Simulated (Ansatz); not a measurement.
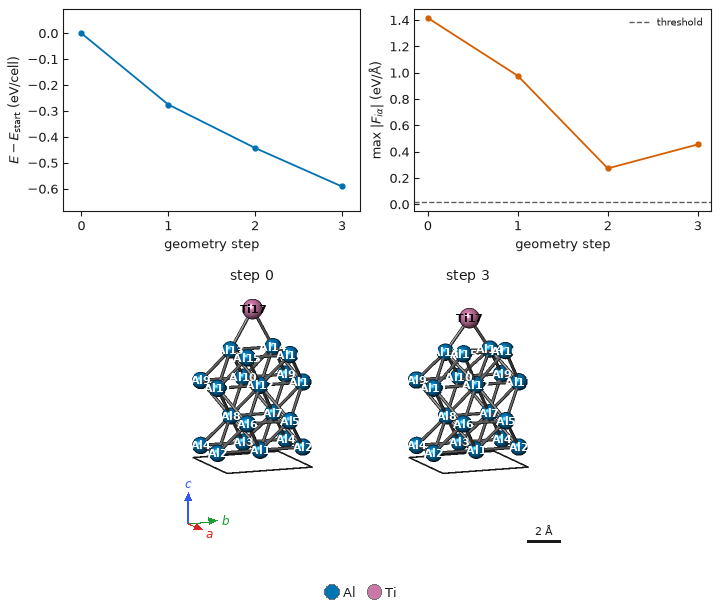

First and last geometry of a constrained relaxation of a slab of composition TiAl16 (cut from the Fm-3m phase), with the history of the run. The picture is a ball-and-stick view of the cell of the calculation, outlined in the plane, without the vacuum (origin shifted), seen slightly off an axis.

Case: Ti put near a bridge Al-Al site. The slab is the (1 0 0) face of Al with Ti on it. 8 atoms are held fixed.

Computed with DFT PBE+D3(BJ), scalar-relativistic, plane waves, PAW in Ansatz 0.2.0. Settings: plane-wave cutoff 420 eV; k-point mesh 5 × 5 × 1; occupations gaussian; smearing width 0.1 eV; collinear spin; dipole correction; atoms relaxed in a fixed cell; force threshold 0.02 eV/Å; at most 70 steps.

Did the run converge, and what did it change?

The run was cut off at its time limit before the relaxation converged, so the last structure is only a point on the way. After 3 geometry steps the energy has fallen by 0.591 eV per cell of the calculation. Largest force component: 1.4 eV/Å at the start, 0.46 eV/Å at the end. Ti17 moves most: 0.56 Å at 18° to the normal (−c side). Largest moves by element: Ti 0.56 Å, Al 0.25 Å. The lattice vectors keep their values. Near-neighbour distances that change, for instance: Al13–Ti17 2.853 → 2.559 Å, Al14–Ti17 2.818 → 2.554 Å, Al9–Al16 2.868 → 3.047 Å, Al9–Al15 2.868 → 3.038 Å. Among the angles between lasting bonds that change: Al13–Ti17–Al14 59.6° → 70.0°.

```
step  E − E(0), meV/atom  largest force component, eV/Å
   0                0.00                         1.4170
   1              -16.16                         0.9775
   2              -26.02                         0.2738
   3              -34.75                         0.4557
```

Limits of the set-up: the periodic images lie only 5.6 Å apart, so the values are limited by the cell's size.
